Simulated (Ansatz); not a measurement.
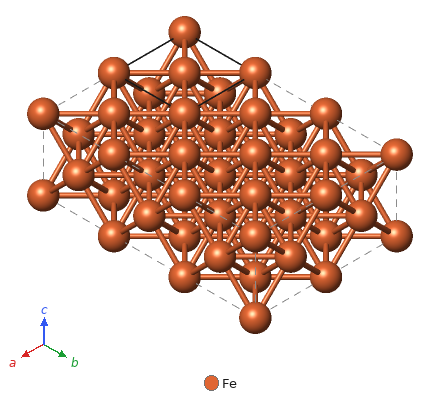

Fe (Fm-3m, No. 225): the geometry relaxed with DFT, RPBE, plane waves (420 eV) with PAW, scalar-relativistic (Ansatz); the starting structure was generated, so it need not be a known form of this composition.

```cif
data_structure
_symmetry_space_group_name_H-M 'Fm-3m'
_symmetry_Int_Tables_number 225
_cell_length_a 3.4758
_cell_length_b 3.4758
_cell_length_c 3.4758
_cell_angle_alpha 90.000
_cell_angle_beta 90.000
_cell_angle_gamma 90.000
_cell_volume 41.99
loop_
_atom_site_label
_atom_site_type_symbol
_atom_site_symmetry_multiplicity
_atom_site_Wyckoff_symbol
_atom_site_fract_x
_atom_site_fract_y
_atom_site_fract_z
_atom_site_occupancy
Fe1 Fe 4 a 0.00000 0.00000 0.00000 1
```

What will a dark-field STEM-like image along [111] show? Simulated incoherent Z contrast: every atom adds Z^1.6 spread by a probe of 0.80 Å full width; channelling and multiple scattering are left out. The probe carries 15 % of its weight in a tail 2.5 times as wide. The display is stretched by a gamma of 0.8; percentages refer to the linear signal. Shot noise and the speckle of an amorphous layer were added.

The columns repeat on a hexagonal net with a repeat of 1.42 Å (plane group p6mm). All columns are alike (Fe). The shortest distance between visible columns is 1.42 Å in projection. Along the beam the structure repeats every 6.02 Å.

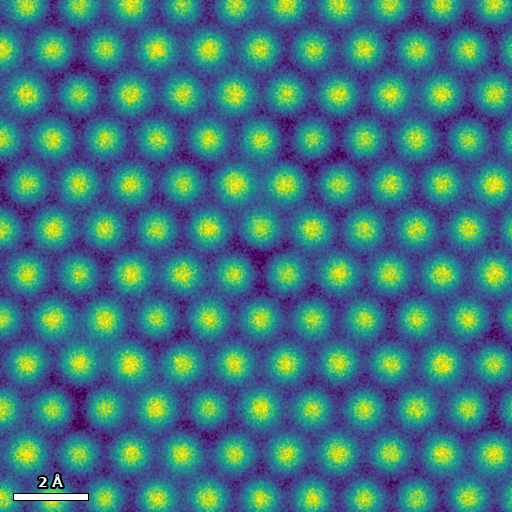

The simulated image.
